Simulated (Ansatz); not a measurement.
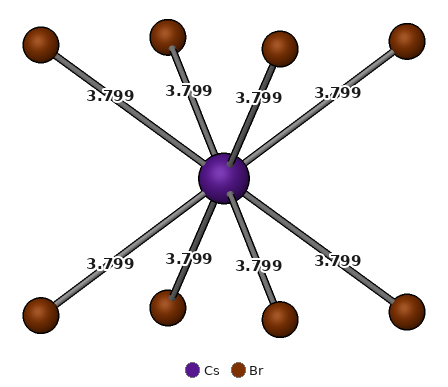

The surroundings of site Cs1 (at 0.000, 0.000, 0.000) in CsBr (Pm-3m, No. 221), with bond lengths in Å.

Source of the atomic positions: the geometry relaxed with DFT PBE, scalar-relativistic, plane waves, PAW in Ansatz 0.2.0.

```xyz
2
Lattice="4.3865 0.0000 0.0000 0.0000 4.3865 0.0000 0.0000 0.0000 4.3865" Properties=species:S:1:pos:R:3 pbc="T T T"
Cs    0.0000    0.0000    0.0000
Br    2.1933    2.1933    2.1933
```

Bond valence s = exp((R0 − d)/b), R0 fitted to published crystal structures with b = 0.37 Å; R0 in Å: Cs+–Br 2.961.

Question: Calculate the bond-valence sum of Cs1 from the bonds drawn.

Answer: 8 × 0.104 = 0.83 v.u., against a formal valence of 1: underbonded (bonds long for this ion) by 0.17.

Question: And over the whole structure?

Answer:
```
site              x, y, z  formal valence  bond-valence sum  difference
 Cs1  0.000, 0.000, 0.000              +1              0.83       -0.17
 Br1  0.500, 0.500, 0.500              −1              0.83       -0.17
```

These sums include all anions within 5 Å. The global instability index (root mean square of the differences over all atoms) is 0.17 v.u.: moderate strain, common in real structures. Cells relaxed with PBE tend to have slightly long bonds, which lowers the sums.
